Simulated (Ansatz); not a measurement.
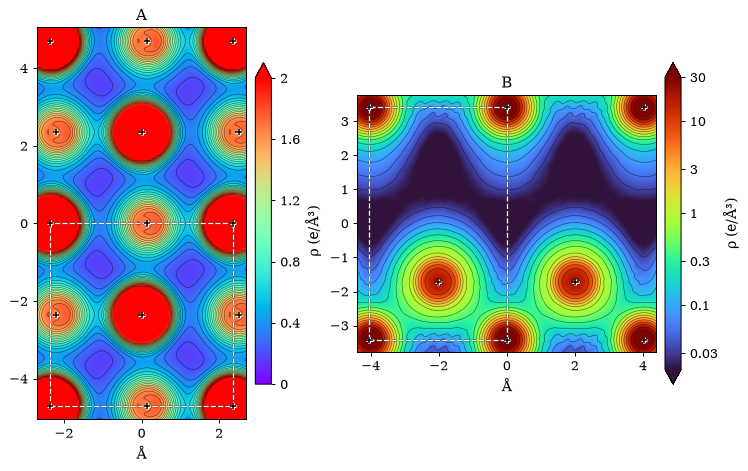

The valence electron density of 2 systems, each on a plane through atoms (crosses mark nuclei in the plane).

Level of theory: DFT PBE, scalar-relativistic, plane waves, PAW in Ansatz 0.2.0.

System 1: CuI, the (010) plane of the conventional cell. Space group I-4m2; computed without spin polarisation.

```
CELL_PARAMETERS angstrom
2.85275 2.85275 0.00000
-2.85275 2.85275 0.00000
0.00000 0.00000 6.84660
ATOMIC_POSITIONS crystal
Cu 0.00000 0.50000 0.25000
Cu 0.50000 0.00000 0.75000
I 0.00000 0.00000 0.00000
I 0.50000 0.50000 0.50000
```

System 2: ZrC, the (11̄0) plane of the conventional cell. Space group I4mm; changed on purpose from its base cell (atom 1 (Zr) moved by (-0.150, +0.000) A along x and y); not relaxed (largest force 1.1 eV/Å); computed pressure about 3 GPa in this cell.

```
Zr C
1.0
     0.00000   -2.35021   -2.35021
     0.00000    2.35021   -2.35021
     4.70042    0.00000    0.00000
Zr C
2 2
Direct
  0.50000 0.50000 0.96809
  0.00000 0.00000 0.46809
  0.50000 0.50000 0.50000
  0.00000 0.00000 0.00000
```

Q: Which map belongs to which system?

A: Panel A is system 2, ZrC: the plane holds Zr and C. Zr–C (2.20 Å): ρ at the midpoint is about 0.61 e/Å³. Panel B is system 1, CuI: the plane holds Cu and I. Cu–I (2.65 Å): ρ at the midpoint is about 0.4 e/Å³, with its minimum of 0.35 e/Å³ about 1.2 Å from Cu.
